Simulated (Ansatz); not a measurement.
**MoS₂: density, localisation and related maps**

The calculation's input:

```
crystal:
  lattice:
    - [3.3767171933, 0.0, 0.0]
    - [-1.6883585966, 2.5932674514, 0.0]
    - [0.0, 0.0, 14.5104515858]
  atoms:
    - { symbol: Mo, position: [0.3333333333, 0.6666666667, 0.25] }
    - { symbol: Mo, position: [0.6666666667, 0.3333333333, 0.75] }
    - { symbol: S, position: [0.3333333333, 0.6666666667, 0.6423151295] }
    - { symbol: S, position: [0.6666666667, 0.3333333333, 0.1423151295] }
    - { symbol: S, position: [0.3333333333, 0.6666666667, 0.8576848705] }
    - { symbol: S, position: [0.6666666667, 0.3333333333, 0.3576848705] }
basis:
  ecutwfc: 420
kpoints:
  mp_grid: { grid: [12, 12, 2] }
hamiltonian:
  xc: pbe
scf:
  occupations: { method: gaussian, width: 0.05 }
output:
  forces: true
  stress: true
  eigenvalues: true
  write_density: true
  write_potential: true
  elf: true
  volumetric_format: npy
```

Run with:

```sh
ansatz run input.yaml --threads 1 --pin off --max-ram 2560MiB --backend cpu --events-out ev --progress --plain --runs-dir out
```

Below, planes, directions and counts refer to the conventional cell (a = 3.38 Å, b = 5.19 Å, c = 14.51 Å, α = 90.00°, β = 90.00°, γ = 90.00°).

Space group Cmcm; changed on purpose from its base cell (strain +0.0600 x Voigt [1, -1, 0, 0, 0, 0], atoms carried along); not relaxed (largest force 1.0 eV/Å); computed without spin polarisation.

Level of theory: Ansatz 0.2.0, DFT PBE, scalar-relativistic, plane waves, PAW.

In a PAW calculation such maps are meaningful between the atoms, not at the nuclei.

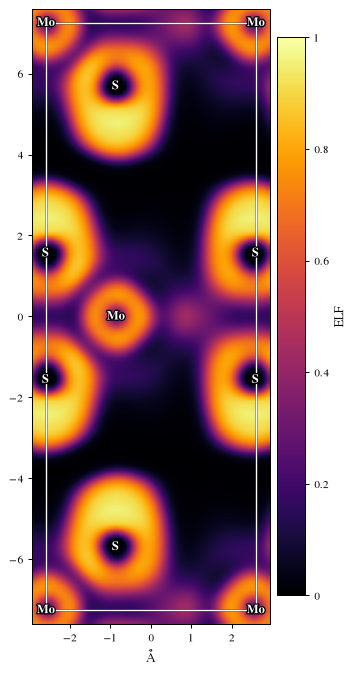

Figure 1. Electron localisation function on the (100) plane of the conventional cell.

Interpret the plot.

Answer.
- The section cuts through Mo and S sites.
- Mo–S (2.33 Å): the ELF peaks at about 0.85 in the valence shell of S, 0.8 Å from its nucleus, and is about 0.45 at the midpoint.
- The features right at Mo lie inside the PAW spheres, where the map follows smoothed inner orbitals and isn't to be read closely.

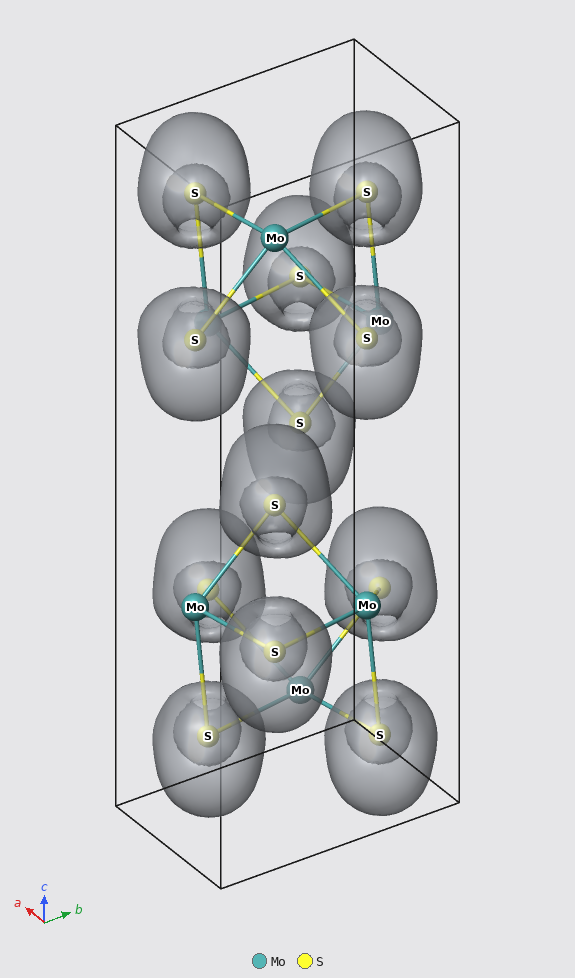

Figure 2. Isosurface of the electron localisation function at 0.75 (grey), seen at an oblique angle. Core shells and regions of very low density are left out. Sticks mark near contacts.

Identify the bonds, lone pairs and shells in this picture.

Answer. At this value the surface marks out eight regions wrapped around S (the valence shell of each), counted in one cell of 12 atoms. Regions shared between cells count once. Along the contacts the grid gives the following. Mo–S (2.46 Å): the ELF peaks at about 0.85 in the valence shell of S, 0.8 Å from its nucleus, and is about 0.45 at the midpoint.

Metal or insulator at this level of theory?

Answer. It is gapped, with a Kohn–Sham gap of 1.5 eV on the k-point mesh, an upper bound to the gap of this method.
